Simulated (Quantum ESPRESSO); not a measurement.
# Single-point calculation, with input and output: W

System: W (1 atom in the cell).
Method: Kohn-Sham DFT of a periodic cell, r2SCAN, SG15 PBE 1.2, no spin polarisation (Quantum ESPRESSO 7.5).

The structure derives from an entry of the Crystallography Open Database. The volume is scaled by 0.94.

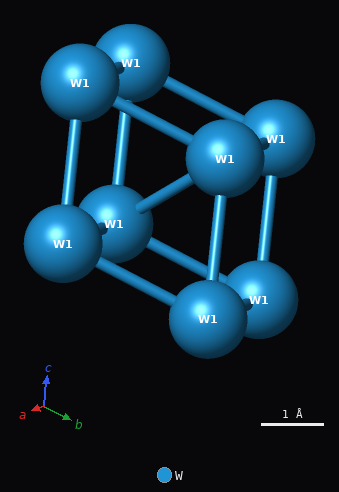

The input geometry (ball-and-stick view of the cell of the calculation, seen slightly off an axis; atoms are numbered from 1 in the order of the input). Near neighbours in the crystal (not all of them lie inside the picture): W has 8 W at 2.68 Å.

Summary:

| quantity | value |
| --- | --- |
| outcome | converged |
| space group (tolerance 0.01 Å) | Im-3m (229) |
| electrons treated | 28 |
| free energy | −7385.2328 eV |
| Fermi energy | 37.331 eV |
| gap on the k-point mesh | none (metallic) |
| pressure | 8.46 GPa |
| largest force (length of the vector) | under 0.001 eV/Å |
| hardware | 2 threads of Arm Neoverse V2, 24 GiB of memory available, shared host |
| wall time | 2.4 min (CPU time 4.8 min) |
| peak memory | 0.24 GiB |

Notes:

Further notes kept with the run: potentials made for another functional. Points of doubt noted for this run: coarse mesh; potentials made for another functional. Spin–orbit coupling is left out, which matters for W. The cell is under a pressure of 8.5 GPa at this level, so it is not at its equilibrium volume.

The input:
```
&CONTROL
  calculation = 'scf'
  prefix = 'pwscf'
  outdir = './tmp'
  pseudo_dir = './pseudo'
  tprnfor = .true.
  tstress = .true.
  disk_io = 'nowf'
/
&SYSTEM
  ibrav = 0
  nat = 1
  ntyp = 1
  ecutwfc = 75
  nbnd = 21
  input_dft = 'r2scan'
  occupations = 'smearing'
  smearing = 'fd'
  degauss = 0.00367493
  nosym = .true.
  nr1 = 32
  nr2 = 32
  nr3 = 32
/
&ELECTRONS
  conv_thr = 1d-08
  electron_maxstep = 120
  mixing_beta = 0.5
/
ATOMIC_SPECIES
W    183.8400 W_ONCV_PBE-1.2.upf
CELL_PARAMETERS angstrom
  -1.5500431812    1.5500431812    1.5500431812
   1.5500431812   -1.5500431812    1.5500431812
   1.5500431812    1.5500431812   -1.5500431812
ATOMIC_POSITIONS crystal
W      0.0000000000    0.0000000000    0.0000000000
K_POINTS automatic
9 9 9 0 0 0
```

Run as:
```bash
OMP_NUM_THREADS=1 mpirun -n 2 pw.x -nk 2 -in pw.in > pw.out
```

Output:
```
This program is part of the open-source Quantum ESPRESSO suite
     for quantum simulation of materials; please cite
         "P. Giannozzi et al., J. Phys.:Condens. Matter 21 395502 (2009);
         "P. Giannozzi et al., J. Phys.:Condens. Matter 29 465901 (2017);
         "P. Giannozzi et al., J. Chem. Phys. 152 154105 (2020);
          URL
     in publications or presentations arising from this work. More details at

     IMPORTANT: XC functional enforced from input :
     Exchange-correlation= R2SCAN
                           (   0   0   0   0   0 497 498)
     Any further DFT definition will be discarded
     Please, verify this is what you really want

     K-points division:     npool     =       2
     Subspace diagonalization in iterative solution of the eigenvalue problem:
     a serial algorithm will be used

     G-vector sticks info
     --------------------
     sticks:   dense  smooth     PW     G-vecs:    dense   smooth      PW
     Sum         571     571    205                 8781     8781    1865

     Using Slab Decomposition

     bravais-lattice index     =            0
     lattice parameter (alat)  =       5.0734  a.u.
     unit-cell volume          =     100.5282 (a.u.)^3
     number of atoms/cell      =            1
     number of atomic types    =            1
     number of electrons       =        28.00
     number of Kohn-Sham states=           21
     kinetic-energy cutoff     =      75.0000  Ry
     charge density cutoff     =     300.0000  Ry
     scf convergence threshold =      1.0E-08
     mixing beta               =       0.5000
     number of iterations used =            8  plain     mixing
     Exchange-correlation= R2SCAN
                           (   0   0   0   0   0 497 498)

     celldm(1)=   5.073449  celldm(2)=   0.000000  celldm(3)=   0.000000
     celldm(4)=   0.000000  celldm(5)=   0.000000  celldm(6)=   0.000000

     crystal axes: (cart. coord. in units of alat)
               a(1) = (  -0.577350   0.577350   0.577350 )
               a(2) = (   0.577350  -0.577350   0.577350 )
               a(3) = (   0.577350   0.577350  -0.577350 )

     reciprocal axes: (cart. coord. in units 2 pi/alat)
               b(1) = ( -0.000000  0.866025  0.866025 )
               b(2) = (  0.866025 -0.000000  0.866025 )
               b(3) = (  0.866025  0.866025  0.000000 )

     PseudoPot. # 1 for W  read from file:
     W_ONCV_PBE-1.2.upf
     Pseudo is Norm-conserving, Zval = 28.0
     Generated using ONCVPSP code by D. R. Hamann
     Using radial grid of  602 points,  8 beta functions with:
                l(1) =   0
                l(2) =   0
                l(3) =   1
                l(4) =   1
                l(5) =   2
                l(6) =   2
                l(7) =   3
                l(8) =   3

     atomic species   valence    mass     pseudopotential
     W                28.00   183.84000     W ( 1.00)

     No symmetry found

   Cartesian axes

     site n.     atom                  positions (alat units)
         1        W      tau(   1) = (   0.0000000   0.0000000   0.0000000  )

     number of k points=   365  Fermi-Dirac smearing, width (Ry)=  0.0037

     Number of k-points >= 100: set verbosity='high' to print them.

     Dense  grid:     8781 G-vectors     FFT dimensions: (  32,  32,  32)

     WARNING: libxc functional with ID  497 depends
      on external parameters: check the user_guide of
      QE if you need to modify them or to check their
      default values.

     WARNING: libxc functional with ID  498 depends
      on external parameters: check the user_guide of
      QE if you need to modify them or to check their
      default values.

     Initial potential from superposition of free atoms

     starting charge      27.9330, renormalised to      28.0000
     Starting wfcs are random

     Self-consistent Calculation

     iteration #  1     ecut=    75.00 Ry     beta= 0.50
     Davidson diagonalization with overlap
     ethr =  1.00E-02,  avg # of iterations =  8.2

     total energy              =    -542.57445140 Ry
     estimated scf accuracy    <      48.21043038 Ry

     iteration #  2     ecut=    75.00 Ry     beta= 0.50
     Davidson diagonalization with overlap
     ethr =  1.00E-02,  avg # of iterations =  1.0

     total energy              =    -542.79459424 Ry
     estimated scf accuracy    <      14.29913087 Ry

     iteration #  3     ecut=    75.00 Ry     beta= 0.50
     Davidson diagonalization with overlap
     ethr =  1.00E-02,  avg # of iterations =  1.0

     total energy              =    -542.80408285 Ry
     estimated scf accuracy    <       0.05548110 Ry

     iteration #  4     ecut=    75.00 Ry     beta= 0.50
     Davidson diagonalization with overlap
     ethr =  1.98E-04,  avg # of iterations =  1.1

     total energy              =    -542.80457561 Ry
     estimated scf accuracy    <       0.00156944 Ry

     iteration #  5     ecut=    75.00 Ry     beta= 0.50
     Davidson diagonalization with overlap
     ethr =  5.61E-06,  avg # of iterations =  2.5

     total energy              =    -542.80459578 Ry
     estimated scf accuracy    <       0.00010122 Ry

     iteration #  6     ecut=    75.00 Ry     beta= 0.50
     Davidson diagonalization with overlap
     ethr =  3.61E-07,  avg # of iterations =  1.1

     total energy              =    -542.80460048 Ry
     estimated scf accuracy    <       0.00003250 Ry

     iteration #  7     ecut=    75.00 Ry     beta= 0.50
     Davidson diagonalization with overlap
     ethr =  1.16E-07,  avg # of iterations =  1.0

     total energy              =    -542.80460075 Ry
     estimated scf accuracy    <       0.00000043 Ry

     iteration #  8     ecut=    75.00 Ry     beta= 0.50
     Davidson diagonalization with overlap
     ethr =  1.52E-09,  avg # of iterations =  1.9

     total energy              =    -542.80460077 Ry
     estimated scf accuracy    <       0.00000002 Ry

     iteration #  9     ecut=    75.00 Ry     beta= 0.50
     Davidson diagonalization with overlap
     ethr =  6.98E-11,  avg # of iterations =  1.9

     End of self-consistent calculation

     Number of k-points >= 100: set verbosity='high' to print the bands.

     the Fermi energy is    37.3314 ev

!    total energy              =    -542.80460077 Ry
     estimated scf accuracy    <          8.5E-09 Ry
     smearing contrib. (-TS)   =      -0.00058245 Ry
     internal energy E=F+TS    =    -542.80401832 Ry

     The total energy is F=E-TS. E is the sum of the following terms:
     one-electron contribution =    -104.25734583 Ry
     hartree contribution      =      90.12270610 Ry
     xc contribution           =     -41.64206442 Ry
     ewald contribution        =    -487.02731418 Ry

     convergence has been achieved in   9 iterations

     Forces acting on atoms (cartesian axes, Ry/au):

     atom    1 type  1   force =     0.00000000    0.00000000    0.00000000

     Total force =     0.000000     Total SCF correction =     0.000013

     Computing stress (Cartesian axis) and pressure

          total   stress  (Ry/bohr**3)                   (kbar)     P=       84.57
   0.00057487  -0.00000000   0.00000000           84.57       -0.00        0.00
  -0.00000000   0.00057487   0.00000000           -0.00       84.57        0.00
   0.00000000   0.00000000   0.00057487            0.00        0.00       84.57

=------------------------------------------------------------------------------=
   JOB DONE.
=------------------------------------------------------------------------------=
```

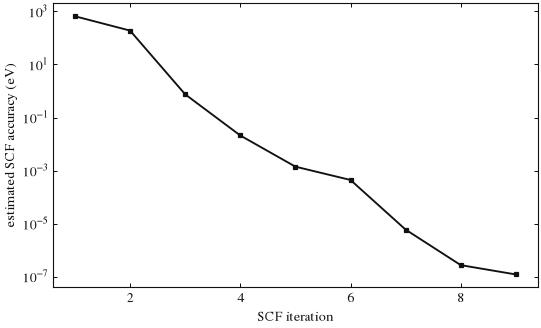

Convergence of the self-consistent field: estimated SCF accuracy against the iteration. The field takes 9 iterations in all.
